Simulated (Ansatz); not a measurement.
```yaml
crystal:
  lattice:
    - [-1.56339, -8.12363, 0.00000]
    - [7.81696, 2.70788, 0.00000]
    - [0.00000, 0.00000, 12.16270]
  atoms:
    - { symbol: W, position: [0.47587, 0.09548, 0.24932] }
    - { symbol: W, position: [0.61849, 0.52393, 0.24989] }
    - { symbol: W, position: [0.19029, 0.23853, 0.24991] }
    - { symbol: W, position: [0.76135, 0.95264, 0.24991] }
    - { symbol: W, position: [0.33281, 0.66683, 0.24987] }
    - { symbol: W, position: [0.90441, 0.38123, 0.24997] }
    - { symbol: W, position: [0.04747, 0.80987, 0.24985] }
    - { symbol: W, position: [0.65378, 0.32642, 0.75059] }
    - { symbol: W, position: [0.81035, 0.76261, 0.74698] }
    - { symbol: W, position: [0.38187, 0.47647, 0.74948] }
    - { symbol: W, position: [0.95042, 0.18956, 0.74840] }
    - { symbol: W, position: [0.51924, 0.90480, 0.75389] }
    - { symbol: W, position: [0.09804, 0.62155, 0.74922] }
    - { symbol: W, position: [0.25233, 0.05549, 0.74985] }
    - { symbol: S, position: [0.61476, 0.51632, 0.61976] }
    - { symbol: S, position: [0.19577, 0.23863, 0.62095] }
    - { symbol: S, position: [0.75268, 0.95392, 0.62159] }
    - { symbol: S, position: [0.33560, 0.67265, 0.62096] }
    - { symbol: S, position: [0.89594, 0.37744, 0.62249] }
    - { symbol: S, position: [0.05885, 0.81771, 0.62097] }
    - { symbol: S, position: [0.66658, 0.33391, 0.12114] }
    - { symbol: S, position: [0.80926, 0.76215, 0.12138] }
    - { symbol: S, position: [0.38056, 0.47652, 0.12118] }
    - { symbol: S, position: [0.95211, 0.19082, 0.12133] }
    - { symbol: S, position: [0.52347, 0.90469, 0.12111] }
    - { symbol: S, position: [0.09460, 0.61908, 0.12120] }
    - { symbol: S, position: [0.23748, 0.04785, 0.12109] }
    - { symbol: S, position: [0.47726, 0.09469, 0.88227] }
    - { symbol: S, position: [0.62355, 0.52600, 0.87661] }
    - { symbol: S, position: [0.18945, 0.23496, 0.87663] }
    - { symbol: S, position: [0.76147, 0.95040, 0.87651] }
    - { symbol: S, position: [0.33302, 0.66507, 0.87942] }
    - { symbol: S, position: [0.90157, 0.38155, 0.87600] }
    - { symbol: S, position: [0.04980, 0.81384, 0.87521] }
    - { symbol: S, position: [0.66598, 0.33318, 0.37826] }
    - { symbol: S, position: [0.80920, 0.76218, 0.37851] }
    - { symbol: S, position: [0.38062, 0.47650, 0.37860] }
    - { symbol: S, position: [0.95191, 0.19065, 0.37862] }
    - { symbol: S, position: [0.52317, 0.90510, 0.37830] }
    - { symbol: S, position: [0.09498, 0.61947, 0.37852] }
    - { symbol: S, position: [0.23825, 0.04806, 0.37819] }
```

The program warned that a starting moment wasn't kept; spin-polarised, but the moments vanished.

Method: Ansatz 0.2.0, DFT LDA, scalar-relativistic, plane waves, PAW.

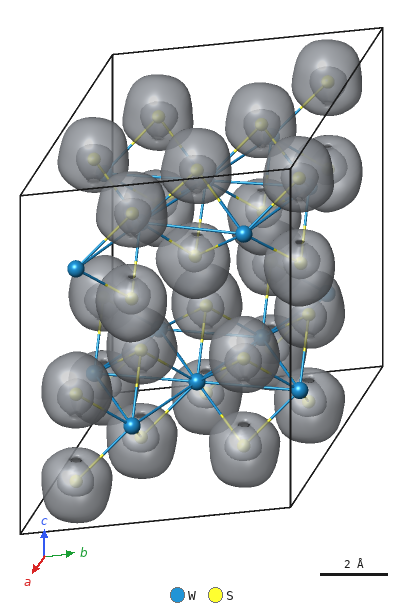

W₁₄S₂₇ (cell charge −1, with a compensating background) (cell with a defect). Isosurface of the ELF at 0.7 (grey), seen at an oblique angle. Only the valence region is drawn (cores and ρ < 0.01 e/Å³ removed). Sticks mark near contacts.

Where are the electrons localised?

Answer. The surface consists of 27 regions wrapped around S (the valence shell of each), counted in one cell of 41 atoms. Any copies at cell faces, edges or corners count once. Profiles from the grid: W–S (2.36 Å): the ELF peaks at about 0.85 in the valence shell of S, 0.8 Å from its nucleus, and is about 0.50 at the midpoint. W–W (2.93 Å): the ELF is about 0.45 at the midpoint.
